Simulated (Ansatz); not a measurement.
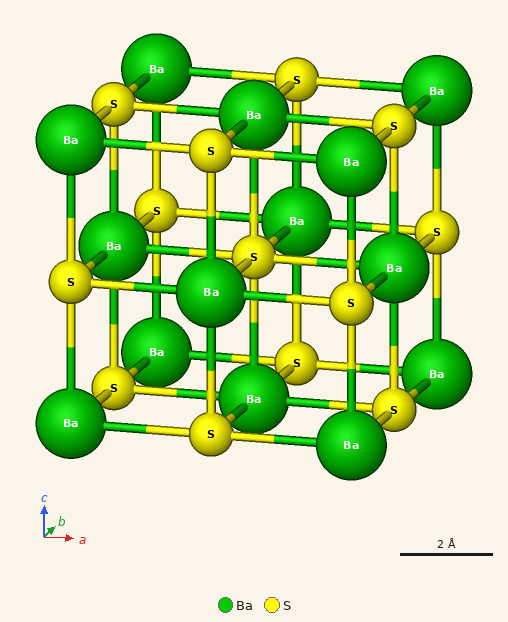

*The structure as given in the input (ball-and-stick view of the cell 4 times as large as that of the calculation, set on its symmetry axes, seen slightly off an axis).*

Single-point calculation, with input and output: BaS

BaS (Fm-3m, 2 atoms in the cell), computed with DFT, PBE, plane waves, PAW, no spin polarisation (Ansatz 0.2.0).

The structure derives from a Materials Project entry. Some settings of this run were made unusual or wrong on purpose.

The program's output:
```
Engine: ansatz 0.2.0, aarch64-unknown-linux-gnu
Pseudopotentials: kind: paw
Pseudopotential: Ba, paw, valence charge 10, recommended cutoff 420 eV (normal), Ba.paw.azcp
Pseudopotential: S, paw, valence charge 6, recommended cutoff 420 eV (normal), S.paw.azcp
Functional definition: PBE
  parameter kappa = 0.804
  parameter beta = 0.06672455060314922
  exchange = pbe_x(kappa = kappa, mu = beta*pi^2/3)
  correlation = pbe_c(beta = beta)
Crystal: 2 atoms, lattice volume = 66.416 Å³
Basis set: ecut = 420 eV, 1291 PW (Γ), exchange–correlation on 64×64×64 points (8 copies of the dense FFT grid, shifted against one another)
Bands: 12, of which v1, the nominal top of the filled ones, is band 8 counted from 1 (7 counted from 0)
Symmetry: 48 space group operations
Space group: Fm-3m (ITA 225), of the structure as read, at distance tolerance 4.0e-5 Å
k-points: 29 of 512
Non-local potential: Ba, projectors of the file, l = 0: 3, l = 1: 2, l = 2: 2, l = 3: 2
Non-local potential: S, projectors of the file, l = 0: 2, l = 1: 2, l = 2: 2
PAW form: soft (Blöchl's): semilocal exchange-correlation on the pseudo side does not see the compensation charge
PAW one-centre angular grid: Ba, 194 points (default); XC on 64 Gauss nodes
PAW one-centre angular grid: S, 110 points (default); XC on 64 Gauss nodes
Initial density: superposition of atomic densities (neutral atoms: chi_scale 0, normalization atom), corrected by the library's trained network
Initial wavefunctions: pseudopotential atomic-orbital guess
Functional: x = pbe(κ = 0.804, μ = 0.2195149727645171), c = pbe(β = 0.06672455060314922)
SCF iter   1: F=—  HF=-6855.864413 eV  |F-HF|=—  |Δ(HF+E_count)|=         —  Δρ=7.31e-4  dr2=8.43e-4  ethr=1.77e-3  ⟨swp⟩=10.2  Hψ=3012  notcnv=0
preconditioner: auto → Resta (q_TF=auto, 2.152 Å⁻¹)  ε∞=3.1  [insulator: Δε(μ)=2.205 eV  Ē_g=11.902 eV  σ=0.020 eV  W_gap=1.00  n_scr=14 (ndim 1)  ℏωp=17.0 eV  f_vac=0.000  D(μ)=0.00/eV (n_scr^D=0)  ε∞_Penn≈3.1]
SCF iter   2: F=—  HF=-6855.864479 eV  |F-HF|=—  |Δ(HF+E_count)|=   6.60e-5  Δρ=9.21e-4  dr2=1.35e-3  ethr=5.27e-6  ⟨swp⟩=2.2  Hψ=803  notcnv=0
SCF iter   3: F=—  HF=-6855.864479 eV  |F-HF|=—  |Δ(HF+E_count)|=   2.79e-8  Δρ=9.20e-4  dr2=1.34e-3  ethr=5.27e-6  ⟨swp⟩=1.0  Hψ=348  notcnv=0
SCF iter   4: F=—  HF=-6855.864478 eV  |F-HF|=—  |Δ(HF+E_count)|=   1.07e-6  Δρ=9.19e-4  dr2=1.34e-3  ethr=5.27e-6  ⟨swp⟩=1.0  Hψ=348  notcnv=0
SCF iter   5: F=—  HF=-6855.864477 eV  |F-HF|=—  |Δ(HF+E_count)|=   1.06e-6  Δρ=9.17e-4  dr2=1.34e-3  ethr=5.27e-6  ⟨swp⟩=1.0  Hψ=348  notcnv=0
SCF iter   6: F=—  HF=-6855.864476 eV  |F-HF|=—  |Δ(HF+E_count)|=   1.16e-6  Δρ=9.16e-4  dr2=1.33e-3  ethr=5.27e-6  ⟨swp⟩=1.0  Hψ=348  notcnv=0
SCF iter   7: F=—  HF=-6855.864475 eV  |F-HF|=—  |Δ(HF+E_count)|=   1.32e-6  Δρ=9.14e-4  dr2=1.33e-3  ethr=5.27e-6  ⟨swp⟩=1.0  Hψ=348  notcnv=0
SCF iter   8: F=—  HF=-6855.864473 eV  |F-HF|=—  |Δ(HF+E_count)|=   1.24e-6  Δρ=9.13e-4  dr2=1.32e-3  ethr=5.27e-6  ⟨swp⟩=1.0  Hψ=348  notcnv=0
SCF iter   9: F=—  HF=-6855.864473 eV  |F-HF|=—  |Δ(HF+E_count)|=   7.90e-7  Δρ=9.11e-4  dr2=1.32e-3  ethr=5.27e-6  ⟨swp⟩=1.0  Hψ=348  notcnv=0
SCF iter  10: F=—  HF=-6855.864472 eV  |F-HF|=—  |Δ(HF+E_count)|=   1.05e-6  Δρ=9.09e-4  dr2=1.31e-3  ethr=5.27e-6  ⟨swp⟩=1.0  Hψ=348  notcnv=0
SCF iter  11: F=—  HF=-6855.864470 eV  |F-HF|=—  |Δ(HF+E_count)|=   1.24e-6  Δρ=9.08e-4  dr2=1.31e-3  ethr=5.27e-6  ⟨swp⟩=1.0  Hψ=348  notcnv=0
SCF iter  12: F=—  HF=-6855.864469 eV  |F-HF|=—  |Δ(HF+E_count)|=   1.16e-6  Δρ=9.06e-4  dr2=1.31e-3  ethr=5.27e-6  ⟨swp⟩=1.0  Hψ=348  notcnv=0
SCF iter  13: F=—  HF=-6855.864468 eV  |F-HF|=—  |Δ(HF+E_count)|=   1.11e-6  Δρ=9.05e-4  dr2=1.30e-3  ethr=5.27e-6  ⟨swp⟩=1.0  Hψ=348  notcnv=0
SCF iter  14: F=—  HF=-6855.864467 eV  |F-HF|=—  |Δ(HF+E_count)|=   1.25e-6  Δρ=9.03e-4  dr2=1.30e-3  ethr=5.27e-6  ⟨swp⟩=1.0  Hψ=348  notcnv=0
SCF iter  15: F=—  HF=-6855.864465 eV  |F-HF|=—  |Δ(HF+E_count)|=   1.38e-6  Δρ=9.02e-4  dr2=1.29e-3  ethr=5.27e-6  ⟨swp⟩=1.0  Hψ=348  notcnv=0
SCF iter  16: F=—  HF=-6855.864464 eV  |F-HF|=—  |Δ(HF+E_count)|=   1.24e-6  Δρ=9.00e-4  dr2=1.29e-3  ethr=5.27e-6  ⟨swp⟩=1.0  Hψ=348  notcnv=0
SCF iter  17: F=—  HF=-6855.864463 eV  |F-HF|=—  |Δ(HF+E_count)|=   1.48e-6  Δρ=8.99e-4  dr2=1.28e-3  ethr=5.27e-6  ⟨swp⟩=1.0  Hψ=348  notcnv=0
SCF iter  18: F=—  HF=-6855.864462 eV  |F-HF|=—  |Δ(HF+E_count)|=   1.15e-6  Δρ=8.97e-4  dr2=1.28e-3  ethr=5.27e-6  ⟨swp⟩=1.0  Hψ=348  notcnv=0
SCF iter  19: F=—  HF=-6855.864461 eV  |F-HF|=—  |Δ(HF+E_count)|=   9.12e-7  Δρ=8.96e-4  dr2=1.28e-3  ethr=5.27e-6  ⟨swp⟩=1.0  Hψ=348  notcnv=0
SCF iter  20: F=—  HF=-6855.864460 eV  |F-HF|=—  |Δ(HF+E_count)|=   1.06e-6  Δρ=8.94e-4  dr2=1.27e-3  ethr=5.27e-6  ⟨swp⟩=1.0  Hψ=348  notcnv=0
SCF iter  21: F=—  HF=-6855.864459 eV  |F-HF|=—  |Δ(HF+E_count)|=   9.79e-7  Δρ=8.93e-4  dr2=1.27e-3  ethr=5.27e-6  ⟨swp⟩=1.0  Hψ=348  notcnv=0
SCF iter  22: F=—  HF=-6855.864458 eV  |F-HF|=—  |Δ(HF+E_count)|=   9.62e-7  Δρ=8.91e-4  dr2=1.26e-3  ethr=5.27e-6  ⟨swp⟩=1.0  Hψ=348  notcnv=0
SCF iter  23: F=—  HF=-6855.864457 eV  |F-HF|=—  |Δ(HF+E_count)|=   9.36e-7  Δρ=8.90e-4  dr2=1.26e-3  ethr=5.27e-6  ⟨swp⟩=1.0  Hψ=348  notcnv=0
SCF iter  24: F=—  HF=-6855.864455 eV  |F-HF|=—  |Δ(HF+E_count)|=   1.29e-6  Δρ=8.88e-4  dr2=1.25e-3  ethr=5.27e-6  ⟨swp⟩=1.0  Hψ=348  notcnv=0
SCF iter  25: F=—  HF=-6855.864454 eV  |F-HF|=—  |Δ(HF+E_count)|=   1.03e-6  Δρ=8.86e-4  dr2=1.25e-3  ethr=5.27e-6  ⟨swp⟩=1.0  Hψ=348  notcnv=0
SCF iter  26: F=—  HF=-6855.864453 eV  |F-HF|=—  |Δ(HF+E_count)|=   1.11e-6  Δρ=8.85e-4  dr2=1.25e-3  ethr=5.27e-6  ⟨swp⟩=1.0  Hψ=348  notcnv=0
SCF iter  27: F=—  HF=-6855.864452 eV  |F-HF|=—  |Δ(HF+E_count)|=   9.51e-7  Δρ=8.83e-4  dr2=1.24e-3  ethr=5.27e-6  ⟨swp⟩=1.0  Hψ=348  notcnv=0
SCF iter  28: F=—  HF=-6855.864451 eV  |F-HF|=—  |Δ(HF+E_count)|=   1.34e-6  Δρ=8.82e-4  dr2=1.24e-3  ethr=5.27e-6  ⟨swp⟩=1.0  Hψ=348  notcnv=0
SCF iter  29: F=—  HF=-6855.864450 eV  |F-HF|=—  |Δ(HF+E_count)|=   1.12e-6  Δρ=8.80e-4  dr2=1.23e-3  ethr=5.27e-6  ⟨swp⟩=1.0  Hψ=348  notcnv=0
SCF iter  30: F=—  HF=-6855.864449 eV  |F-HF|=—  |Δ(HF+E_count)|=   9.38e-7  Δρ=8.79e-4  dr2=1.23e-3  ethr=5.27e-6  ⟨swp⟩=1.0  Hψ=348  notcnv=0
SCF iter  31: F=—  HF=-6855.864448 eV  |F-HF|=—  |Δ(HF+E_count)|=   1.14e-6  Δρ=8.77e-4  dr2=1.23e-3  ethr=5.27e-6  ⟨swp⟩=1.0  Hψ=348  notcnv=0
SCF iter  32: F=—  HF=-6855.864438 eV  |F-HF|=—  |Δ(HF+E_count)|=   9.72e-6  Δρ=8.76e-4  dr2=1.22e-3  ethr=5.27e-6  ⟨swp⟩=1.0  Hψ=812  notcnv=0
Mixer restart at iter 32: flushing history
iteration 32: the SCF's residuals had fallen too slowly under its mixing. It goes on by minimising its free energy, and can end on another state than longer mixing would; under `scf.algorithm: density_mixing` no SCF does so, but by `scf.convergence.dm_fallback`
SCF iter  33: F=—  HF=-6855.864333 eV  |F-HF|=—  |Δ(HF+E_count)|=   1.05e-4  Δρ=6.90e-4  dr2=5.94e-4  ethr=5.27e-6  ⟨swp⟩=3.0  Hψ=4164  notcnv=0
SCF iter  34: F=—  HF=-6855.864152 eV  |F-HF|=—  |Δ(HF+E_count)|=   1.81e-4  Δρ=2.08e-5  dr2=1.64e-7  ethr=3.71e-6  ⟨swp⟩=3.5  Hψ=1560  notcnv=0
SCF iter  35: F=-6855.864152 eV  HF=-6855.864152 eV  |F-HF|=4.82e-11  |Δ(HF+E_count)|=   1.92e-8  Δρ=1.32e-6  dr2=6.89e-10  ethr=6.25e-10  ⟨swp⟩=2.7  Hψ=1330  notcnv=0
SCF iter  36: F=-6855.864152 eV  HF=-6855.864152 eV  |F-HF|=4.27e-11  |Δ(HF+E_count)|=    0.00e0  Δρ=1.33e-6  dr2=6.89e-10  ethr=4.31e-12  ⟨swp⟩=1.7  Hψ=1310  notcnv=0
SCF 1 converged in 36 iterations: F = -6855.864152 eV  dr2 = 6.89e-10
  greatest PAW one-centre occupation: 0.955 electrons in one spin orbital (limit 2), on the Ba atom at site 0 (counted from 0), in its partial waves of l = 0
```

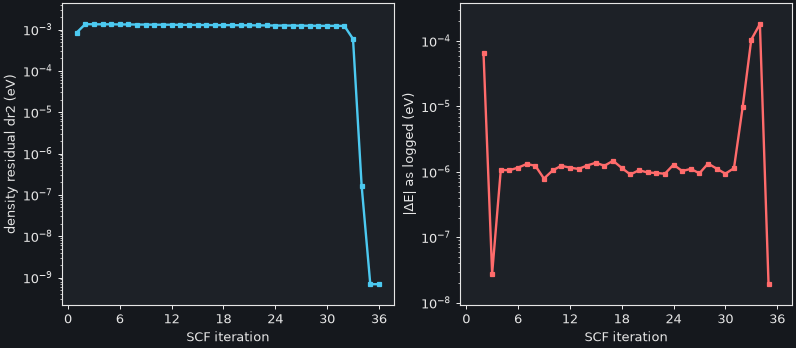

*Convergence of the self-consistent field: density residual dr2 and size of the energy change against the SCF iteration.*

The residual lingers near 1.5 × 10⁻³ from about step 1 to 33 before it falls again.

```
SCF converged after 36 iterations
Free energy (F): -6855.864152 eV
Harris-Foulkes:  -6855.864152 eV  (|F-HF|=4.27e-11)
Internal energy: -6855.864152 eV  (E = F + TS)
E sigma→0 (E₀):  -6855.864152 eV
Fermi energy:    6.728287 eV
--- Per-component energies (eV) ---
  E_band       = -54.149454
  E_kinetic    = 275.980551
  E_local      = -409.296721  (includes V_loc(G=0)·N_el)
  E_nonlocal   = 85.120278
  E_hartree    = 129.707380
  E_xc         = -266.482230
  E_vxc        = -224.686528  (∫ρ·V_xc dr)
  E_paw        = -5826.080891  (= ΣΔE_a)
  E_vpaw       = -40.682124  (= ΣTr[D̂ρ^β])
  E_aug_tail   = -0.000000  (compensation charges beyond the density's cutoff)
  E_ewald      = -844.812520
  E_smearing   = -0.000000  (= −TS)
  E_closure    = 0.000000  (closes the sum)
  Σ components = -6855.864152   (vs F -6855.864152, Δ=0.00e0)
--- Forces (eV/Å), atoms counted from 1 ---
  atom   1  Ba     0.00000000     0.00000000     0.00000000
  atom   2  S      0.00000000     0.00000000    -0.00000000
  max |Σ_I F_I| component: 8.81e-30 eV/Å
--- Stress (GPa, compression-positive) ---
       -0.002113       0.000000       0.000000
        0.000000      -0.002113      -0.000000
        0.000000       0.000000      -0.002113
  P = ⅓ Tr σ = -0.0021 GPa (-0.021 kbar)
--- Band table (eV; the first three rows and the last of 29) ---
  k-point 0: bands = ["-20.3934", "-5.4559", "-5.4559", "-5.4559", "-4.6522", "5.6116", "5.6116", "5.6116", "9.2040", "9.5707", "9.5707", "9.5707"]
  k-point 1: bands = ["-20.3875", "-5.7347", "-5.4613", "-5.4613", "-4.3611", "5.2310", "5.4266", "5.4266", "9.5281", "9.7864", "9.7864", "9.8026"]
  k-point 2: bands = ["-20.3731", "-6.1403", "-5.4742", "-5.4742", "-3.9243", "4.5370", "5.0530", "5.0530", "9.7196", "10.3934", "10.3934", "10.9639"]
  k-point 28: bands = ["-20.3402", "-5.9541", "-5.7747", "-5.7747", "-4.0590", "4.5811", "5.1757", "5.1757", "9.8905", "9.8905", "11.8795", "12.4465"]
```

The run was set up as follows.

Input:
```yaml
crystal:
  lattice:
    - [0.0, 3.2142589745, 3.2142589745]
    - [3.2142589745, 0.0, 3.2142589745]
    - [3.2142589745, 3.2142589745, 0.0]
  atoms:
    - { symbol: Ba, position: [0.0, 0.0, 0.0] }
    - { symbol: S, position: [0.5, 0.5, 0.5] }
basis:
  ecutwfc: 420
kpoints:
  mp_grid: { grid: [8, 8, 8] }
hamiltonian:
  xc: pbe
scf:
  occupations: { method: gaussian, width: 0.02 }
  mixing: { algorithm: anderson, beta: 0.001, ndim: 1 }
  max_iter: 60
output:
  forces: true
  eigenvalues: true
  stress: true
```

Launched with:
```bash
ansatz run input.yaml --threads 4 --pin off --max-ram 6144MiB --backend cpu --events-out ev --progress --plain --runs-dir out
```

Outcome:

```tsv
quantity	value
outcome	converged
space group (tolerance 0.01 Å)	Fm-3m (225)
electrons treated	16
free energy	−6855.8642 eV
Fermi energy	6.728 eV
gap on the k-point mesh	2.23 eV
pressure	0.00 GPa
largest force (length of the vector)	under 0.001 eV/Å
hardware	4 threads of Arm Neoverse V2, 24 GiB of memory available, shared host
wall time	1.8 s (CPU time 6.2 s)
peak memory	0.36 GiB
```

This input holds a deliberate fault: mixing far too weak (`scf.mixing`). It did no harm here: the run converged to the energy of the sound run within 1 meV per atom.
